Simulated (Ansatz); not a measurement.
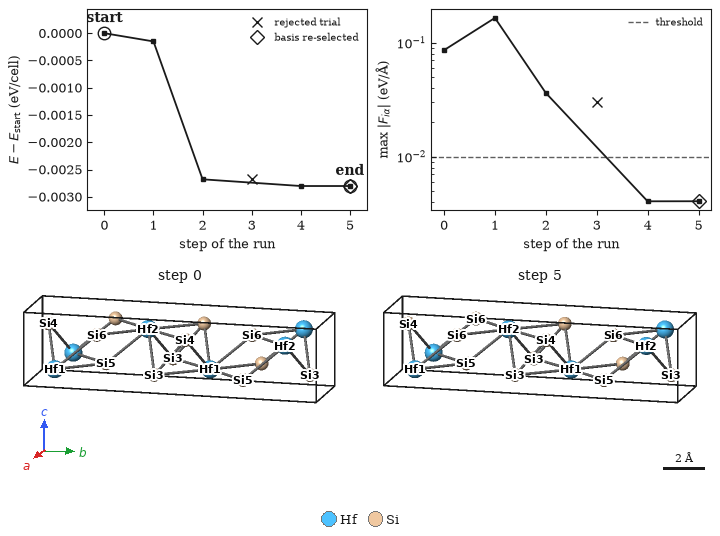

First and last geometry of a relaxation of a crystal of HfSi$_{2}$ (set up in Cmcm), with the history of the run. A ball-and-stick model of the conventional cell (2 times the calculation's cell), seen slightly off an axis. Lengths and directions refer to the drawn axes.

Case: volume × 1.03, shape and atoms relaxed.

Theory: Ansatz 0.2.0, DFT r2SCAN, scalar-relativistic, plane waves, PAW. (plane-wave cutoff 500 eV; k-point mesh 10 × 10 × 10; occupations gaussian; smearing width 0.1 eV; no spin polarisation; cell relaxed at fixed volume; force threshold 0.01 eV/Å; at most 30 steps)

### Read the history and describe the run.

It converged. The largest moves relative to the cell, 0.010 Å, are those of Hf1 and Hf2. Hf2 goes along −b. Largest moves by element: Hf 0.010 Å, Si 0.009 Å. The drawn cell changes at constant volume: a 3.692 → 3.687 Å (−0.1 %), b 14.732 → 14.804 Å (+0.5 %), c 3.678 → 3.666 Å (−0.3 %). Near-neighbour distances that change, for instance: Si3–Si4 2.415 → 2.404 Å, Hf1–Si3 2.981 → 2.989 Å. The space group stays Cmcm (No. 63). The energy falls by 2.8 meV per cell of the calculation in 3 accepted moves (5 points after the start). Largest force component: 0.086 eV/Å at the start, 0.0041 eV/Å at the end. The pressure goes from −3.96 to −3.69 GPa. The line search rejected the trial step at point 3 of the run. The SCF was repeated once at an unchanged geometry on a basis and grid sized afresh for the cell, which shifted the energy by less than 0.05 meV per cell of the calculation at most.
